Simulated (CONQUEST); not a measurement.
# A series of single points on Rh

System: Rh (2 atoms in the cell).
Method: Kohn-Sham DFT of a periodic cell, PBEsol, PseudoDojo NC PBEsol, no spin polarisation (CONQUEST 1.3).

The 7 runs differ only in the geometry, by an even scaling of the cell at fixed fractional positions. The structure derives from an entry of the Crystallography Open Database.

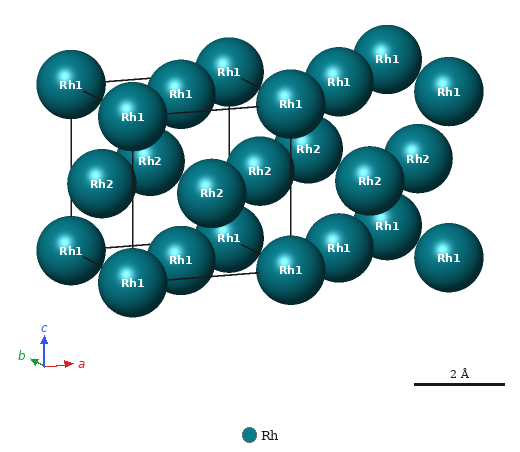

Figure 1. The structure of run 4 (spheres-only view of the cell 2 times as large as that of the calculation, set on its symmetry axes, repeated 2 × 1 × 1, seen slightly off an axis; atoms are numbered from 1 in the order of the input). An atom can appear more than once, as a periodic image.

### Input of run 4
```
IO.Title Rh
IO.Coordinates coords.dat
IO.FractionalAtomicCoords T
IO.Iprint 2
IO.Iprint_init 1
General.NumberOfSpecies 1
General.PseudopotentialType hamann
AtomMove.TypeOfRun static
AtomMove.FullStress T
Grid.PointsAlongX 32
Grid.PointsAlongY 32
Grid.PointsAlongZ 36
DM.SolutionMethod diagon
Diag.MPMesh T
Diag.GammaCentred T
Diag.MPMeshX 10
Diag.MPMeshY 10
Diag.MPMeshZ 7
Diag.kT 0.00183747
minE.SCTolerance 1e-6
SC.MaxIters 100
IO.AtomChargeOutput T
%block ChemicalSpeciesLabel
1 102.910 Rh
%endblock
```

Command:
```bash
OMP_NUM_THREADS=1 Conquest
```

Lattice vectors (Å) and fractional positions of run 4:
```
   2.683965    0.000000    0.000000
   0.000000    2.683965    0.000000
   0.000000    0.000000    3.795700
Rh  0.000000  0.000000  0.000000
Rh  0.500000  0.500000  0.500000
```

Run 2 has the same physical settings and fractional positions; its lattice vectors (Å) are:
```
   2.647691    0.000000    0.000000
   0.000000    2.647691    0.000000
   0.000000    0.000000    3.744400
```

### Results, with one run withheld

```tsv
run	volume per atom (Å³)	free energy per atom, from the lowest run given (meV)	pressure (GPa)
1	12.851	58.00	22.89
2	13.125	?	?
3	13.398	6.96	7.35
4	13.671	0.00	0.89
5	13.945	3.01	−4.27
6	14.218	14.75	−9.48
7	14.492	34.50	−13.63
```

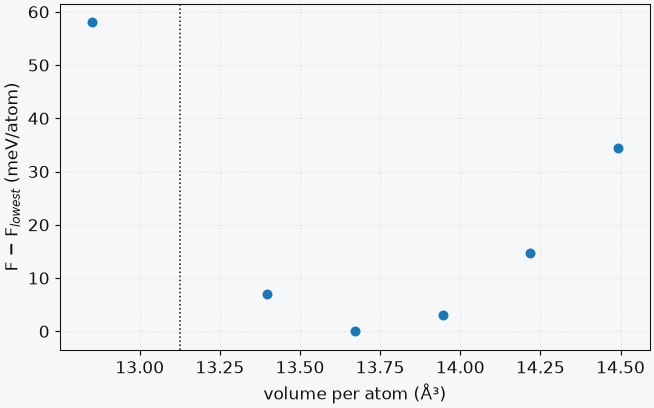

Figure 2. Free energy per atom of the runs given; the dotted line marks run 2.

What should run 2 give?

A cubic polynomial in V^(−2/3) (the Birch–Murnaghan form), fitted to the 6 runs given, misses them by at most 0.10 meV per atom. With x = V^(−2/3) − 0.17428 Å⁻², it reads F = −0.20483 − 374.71 x + 9.1779e+05 x² + 5.1748e+06 x³ (meV per atom). At run 2 it gives 25.77 meV per atom, and the run itself gives 26.18. The slope of the fit gives a pressure −dF/dV of 14.73 GPa there, and the run prints 14.70 GPa. The fit has its minimum at 13.720 Å³ per atom, where V d²F/dV² gives 291 GPa: the bulk modulus at this level, since symmetry fixes the shape and the positions.

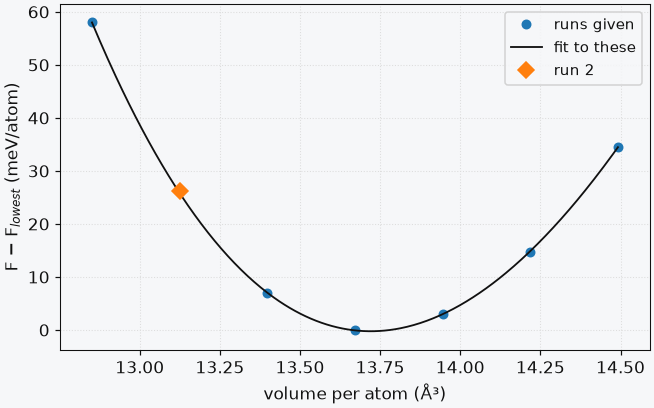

Figure 3. The fit and the withheld run.

### Some lines of the output (run 2)
```
[...]
          DFT Total Energy                 :      -234.366905668800968 Ha
          Free Energy (E-TS)               :      -234.409455429646783 Ha
          DFT Total Energy                 :      -234.408014412353907 Ha
          Free Energy (E-TS)               :      -234.409155706719588 Ha
          DFT Total Energy                 :      -234.408140336249147 Ha
          Free Energy (E-TS)               :      -234.409097085424946 Ha
          DFT Total Energy                 :      -234.408144455553696 Ha
          Free Energy (E-TS)               :      -234.409097403759120 Ha
          DFT Total Energy                 :      -234.408145288716042 Ha
          Free Energy (E-TS)               :      -234.409097108267190 Ha
          DFT Total Energy                 :      -234.408144881088646 Ha
      | Free Energy as E-TS      =      -234.409097108267190 Ha
      |* DFT total energy        =      -234.408144881088646 Ha
    force: Average pressure:     14.70484270 GPa
```

Notes: With a small basis of atomic orbitals these values can differ much from converged plane-wave results.
